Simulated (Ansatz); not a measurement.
H$_{11}$NO$_{4}$: several calculations on one system

### Relaxation

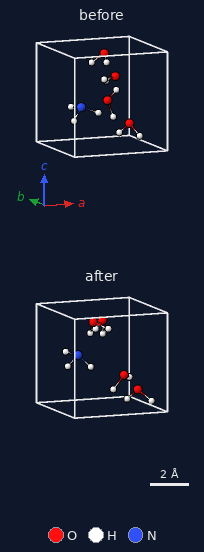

The structure of an amorphous cell of composition H$_{11}$NO$_{4}$ before (top) and after (bottom) a relaxation, at one scale.

The picture is a ball-and-stick view of the cell of the calculation, seen slightly off an axis.

The cell holds 4 H2O + 1 NH3. The run prepares the start of a later molecular dynamics calculation, from a guessed geometry.

All numbers below come from Ansatz 0.2.0, DFT PBE-D3(BJ), scalar-relativistic, plane waves, PAW.

The input:
```yaml
accuracy: low
crystal:
  lattice:
    - [5.417502, 0.0, 0.0]
    - [0.0, 5.417502, 0.0]
    - [0.0, 0.0, 5.417502]
  atoms:
    - { symbol: O, position: [0.9199583, 0.8003421, 0.1581857] }
    - { symbol: H, position: [0.8635287, 0.9306925, 0.0496116] }
    - { symbol: H, position: [0.977207, 0.6728911, 0.0466388] }
    - { symbol: O, position: [0.8050187, 0.8907705, 0.6270501] }
    - { symbol: H, position: [0.7694484, 1.0519183, 0.5582749] }
    - { symbol: H, position: [0.6486257, 0.8045717, 0.6183972] }
    - { symbol: O, position: [0.5355603, 0.5246077, 0.9335169] }
    - { symbol: H, position: [0.4449016, 0.6379017, 0.8290691] }
    - { symbol: H, position: [0.4927448, 0.3632054, 0.8696417] }
    - { symbol: O, position: [0.4727716, 0.288235, 0.4992883] }
    - { symbol: H, position: [0.603749, 0.3770576, 0.5824708] }
    - { symbol: H, position: [0.5291297, 0.2765928, 0.330019] }
    - { symbol: "N", position: [0.3777395, 0.7474165, 0.3638262] }
    - { symbol: H, position: [0.3425193, 0.9303835, 0.3412667] }
    - { symbol: H, position: [0.5522383, 0.7190861, 0.3007876] }
    - { symbol: H, position: [0.2635529, 0.6567193, 0.2456663] }
basis:
  ecutwfc: 420.0
kpoints:
  mp_grid: { grid: [1, 1, 1] }
hamiltonian:
  xc: pbe
  dispersion: d3bj
scf:
  occupations: { method: fermi_dirac, width: 0.02 }
  lower_state_search: "off"
relax:
  f_tol: 0.3
  max_steps: 15
  adjacent_minimum: "off"
```

Launched with:
```bash
ansatz run input.yaml --threads 1 --pin off --max-ram 3072MiB --backend cpu --events-out ev --progress --plain --runs-dir out
```

Question: Summarise the run.

Answer: The atom that moves furthest is H11 (1.84 Å along [2 1 −3]). By element the largest moves are H 1.84 Å, O 1.32 Å, N 0.74 Å. The cell stays as it was. Some distances before and after: O10–H11 0.969 → 0.993 Å, O10–H12 0.969 → 0.978 Å, N13–H15 1.017 → 1.026 Å, N13–H14 1.017 → 1.024 Å. Among the angles between lasting bonds that change: H11–O10–H12 104.0° → 99.8°, H14–N13–H16 106.3° → 103.5°, H5–O4–H6 104.0° → 101.2°. Over 14 geometry steps the energy falls by 159 meV per atom. Largest force component: 1.1 eV/Å at the start, 0.28 eV/Å at the end. The run took 12 s on 1 thread of Intel(R) Xeon(R) Platinum 8488C (Sapphire Rapids), on a shared host, peak memory 0.37 GiB.

Limits of the set-up: the program's low-accuracy preset was used; the periodic images lie only 5.4 Å apart, so the values are limited by the cell's size.

### Dynamics

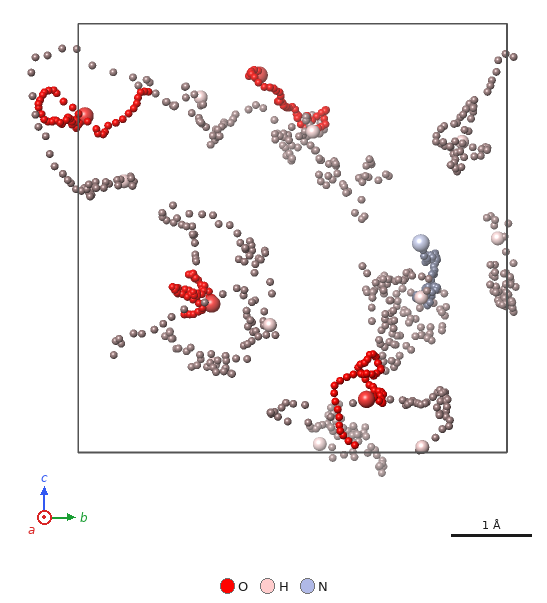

First-principles dynamics of a periodic cell with 4 H2O + 1 NH3 at 0.93 g/cm³, 225 fs long. Dots mark each atom's position at evenly spaced times, in the colour of its element; spheres stand at the starting positions. Seen along the a axis in the simulation cell.

Theory: DFT PBE-D3(BJ), scalar-relativistic, plane waves, PAW (Ansatz 0.2.0). Set-up: plane-wave cutoff 420 eV; k-point mesh 1 × 1 × 1; Fermi-Dirac smearing 0.02 eV; low-accuracy preset; Langevin thermostat (NVT); set temperature 1500 K; time step 0.75 fs; H given the mass 2.014 u; friction 0.02 per fs.

Input
```yaml
accuracy: low
crystal:
  lattice:
    - [5.417502, 0.0, 0.0]
    - [0.0, 5.417502, 0.0]
    - [0.0, 0.0, 5.417502]
  atoms:
    - { symbol: O, position: [0.95709492, 0.67251443, 0.12392241] }
    - { symbol: H, position: [0.89512068, 0.80239754, 0.01256194] }
    - { symbol: H, position: [1.05964071, 0.56320321, 0.01981777] }
    - { symbol: O, position: [0.71836223, 1.01567326, 0.78517768] }
    - { symbol: H, position: [0.75708196, 1.10624601, 0.63271445] }
    - { symbol: H, position: [0.59539468, 0.89516905, 0.7245604] }
    - { symbol: O, position: [0.37277785, 0.42187129, 0.88035754] }
    - { symbol: H, position: [0.39233148, 0.54728009, 0.74828642] }
    - { symbol: H, position: [0.48114345, 0.2852745, 0.82838079] }
    - { symbol: O, position: [0.66055038, 0.3112099, 0.34625022] }
    - { symbol: H, position: [0.77375201, 0.44675273, 0.29716862] }
    - { symbol: H, position: [0.54600884, 0.31473184, 0.20672783] }
    - { symbol: "N", position: [0.36235565, 0.79903294, 0.48838303] }
    - { symbol: H, position: [0.30494471, 0.97873327, 0.49950937] }
    - { symbol: H, position: [0.50259786, 0.79988518, 0.36114529] }
    - { symbol: H, position: [0.21953639, 0.71241655, 0.39874713] }
basis:
  ecutwfc: 420.0
kpoints:
  mp_grid: { grid: [1, 1, 1] }
hamiltonian:
  xc: pbe
  dispersion: d3bj
scf:
  occupations: { method: fermi_dirac, width: 0.02 }
  lower_state_search: "off"
md:
  timestep: 0.75
  n_steps: 300
  ensemble: nvt_langevin
  temperature: 1500.0
  initial_velocities: maxwell_boltzmann
  seed: 699646
  friction: 0.02
  masses: [{ species: H, mass: 2.014 }]
```

Command:
```bash
ansatz run input.yaml --threads 1 --pin off --max-ram 3072MiB --backend cpu --events-out ev --progress --plain --runs-dir out
```

Question: What do the traces tell about the motion?

Answer: In the second half of the run the atoms are, in the root-mean-square, this far from where they began (common drift taken out): H 1.29 Å, N 0.69 Å, O 0.64 Å. The heavy atoms stay within a fraction of a molecule's size of their starting places, while the hydrogen atoms travel further, as molecules turn; so short a run doesn't tell a liquid from a solid.

Limits of the set-up: the program's low-accuracy preset was used; masses were changed (H 2.014 u), which shifts the vibrations; the periodic images lie only 5.4 Å apart, so the values are limited by the cell's size.

### Dynamics

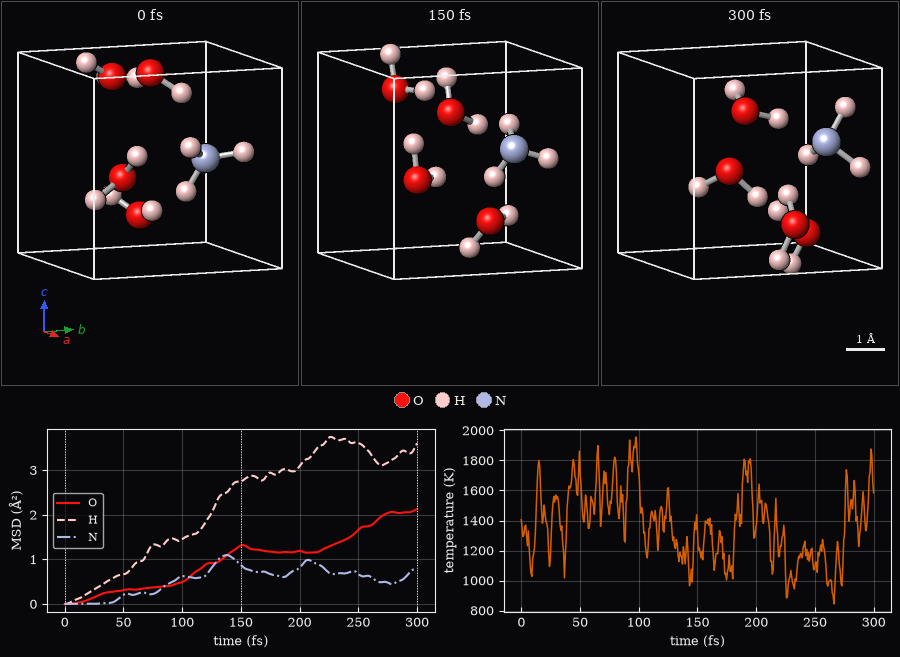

A Born-Oppenheimer molecular dynamics run of a periodic cell with 4 H2O + 1 NH3 at 0.93 g/cm³, 300 fs long. It starts from the last geometry of an earlier run, with fresh velocities. Frames and the history of the run. A ball-and-stick model of the simulation cell, seen slightly off an axis. Atoms that leave the cell re-enter on the other side.

Method: Ansatz, DFT PBE-D3(BJ), scalar-relativistic, plane waves, PAW. Settings: plane-wave cutoff 420 eV; k-point mesh 1 × 1 × 1; Fermi-Dirac smearing 0.02 eV; low-accuracy preset; Langevin thermostat (NVT); set temperature 1500 K; time step 0.75 fs; H given the mass 2.014 u; friction 0.02 per fs.

Describe the run.

Answer. In the second half of the run the atoms are, in the root-mean-square, this far from where they began (common drift taken out): H 1.81 Å, O 1.22 Å, N 0.83 Å. The molecules turn and drift from their places. Over the second half the temperature averages 1290 K (spread ±227 K). The potential energy in the second half lies on average 2.0 meV per atom below the first frame.

Limits of the set-up: the program's low-accuracy preset was used; masses were changed (H 2.014 u), which shifts the vibrations; the periodic images lie only 5.4 Å apart, so the values are limited by the cell's size.
